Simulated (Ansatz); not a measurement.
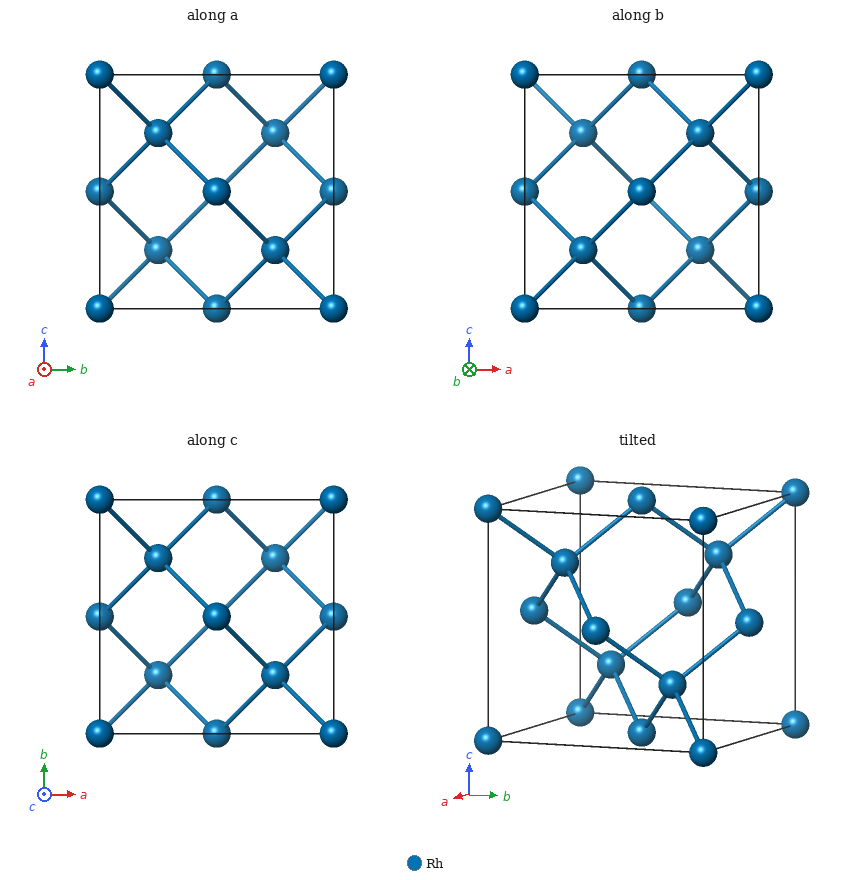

The image is a ball-and-stick drawing of a crystal, viewed along the a axis, along the b axis, along the c axis and slightly off an axis. The conventional unit cell is outlined; an atom on or near a face, edge or corner is repeated at each equivalent position.

Lattice parameters: a = 5.465 Å, b = 5.465 Å, c = 5.465 Å, α = 90.00°, β = 90.00°, γ = 90.00°. Put a along x and b in the xy plane.

Q: From the views, write a POSCAR file.

A:
```
Rh
1.0
     5.465    0.000    0.000
     0.000    5.465    0.000
     0.000    0.000    5.465
Rh
8
Direct
  0.7500 0.7500 0.2500
  0.0000 0.5000 0.5000
  0.7500 0.2500 0.7500
  0.0000 0.0000 0.0000
  0.2500 0.7500 0.7500
  0.5000 0.5000 0.0000
  0.2500 0.2500 0.2500
  0.5000 0.0000 0.5000
```

The model was built from a structure type filled with this element by a generator (whether the element takes this form wasn't checked). The final geometry of a relaxation with DFT, r2SCAN, plane waves (500 eV) with PAW, scalar-relativistic in Ansatz is shown.
